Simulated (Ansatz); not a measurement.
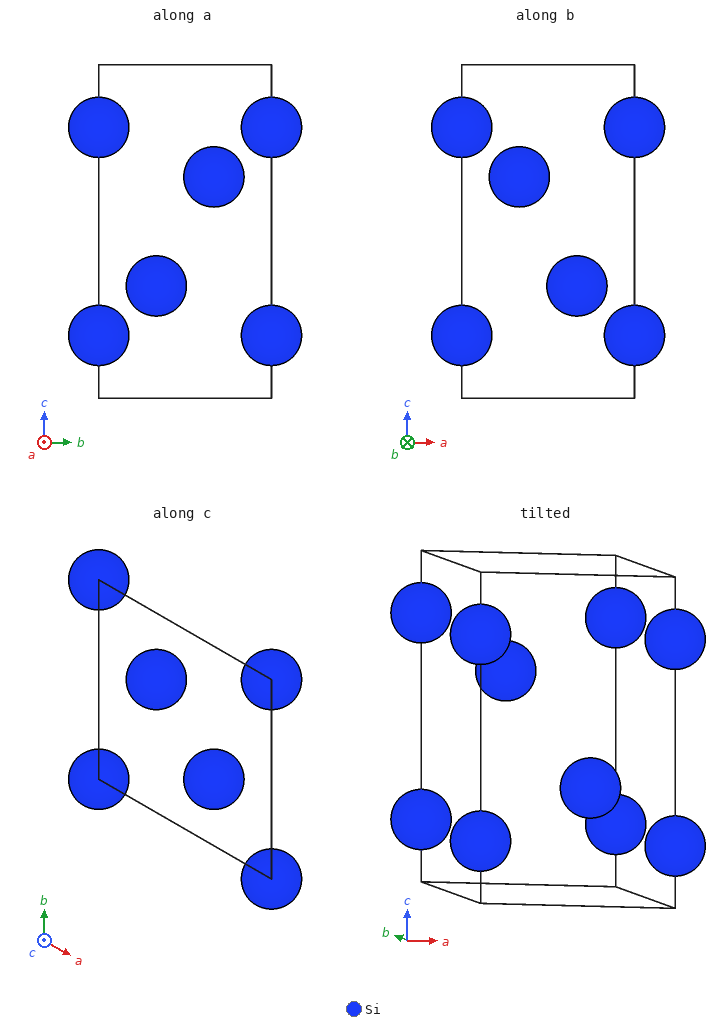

The structure above is drawn in spheres-only style and viewed along the a axis, along the b axis, along the c axis and slightly off an axis. One conventional unit cell is framed, with atoms on its boundary repeated.

Lattice parameters: a = 3.751 Å, b = 3.751 Å, c = 6.272 Å, α = 90.00°, β = 90.00°, γ = 120.00°. Put a along x and b in the xy plane.

Write the structure as a POSCAR file, with free fractional coordinates to two decimals.

Answer.
```
Si
1.0
     3.751    0.000    0.000
    -1.876    3.249    0.000
     0.000    0.000    6.272
Si
4
Direct
  0.00 0.00 0.81
  0.00 0.00 0.19
  0.3333 0.6667 0.66
  0.6667 0.3333 0.34
```

Source of the structure: a structure type filled with this element by a generator (whether the element takes this form wasn't checked). What is shown is the relaxed result from DFT PBE, scalar-relativistic, plane waves, PAW in Ansatz.
